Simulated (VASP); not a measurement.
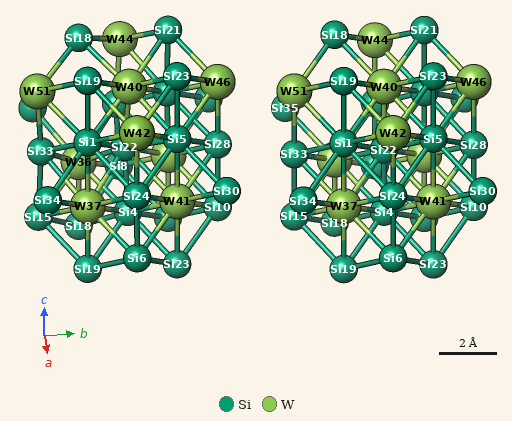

Two geometries of a defect cell of composition Si35W18, drawn at one scale. One is the start of a relaxation, the other its converged end. A ball-and-stick model of the atoms within 5.0 Å of the atom that moves most (axes of the cell of the calculation (origin shifted)), seen from a free direction.

All numbers below come from Kohn-Sham DFT of a periodic cell, PBE, VASP PAW PBE potentials, recommended in VASP 6.6.1. Set-up: plane-wave cutoff 520 eV; k-point mesh 3 × 3 × 3; occupations methfessel-paxton; smearing width 0.1 eV; no spin polarisation.

Q: Which one is relaxed?

A: The left one is the relaxed one. The run lets the atoms move in a fixed cell. Over 15 geometry steps the energy falls by 0.603 eV per cell of the calculation. Largest force component: 0.79 eV/Å at the start, 0.0026 eV/Å at the end. The largest moves, 0.16 Å, are those of Si atoms. By element the largest moves are Si 0.16 Å, W 0.10 Å. The cell doesn't change. Some distances before and after: Si–W 2.615 → 2.769 Å, Si–Si 2.631 → 2.726 Å, W–W 3.214 → 3.291 Å, Si–W 2.615 → 2.547 Å.

Limits of the set-up: the periodic images lie only 7.8 Å apart, so the values are limited by the cell's size.
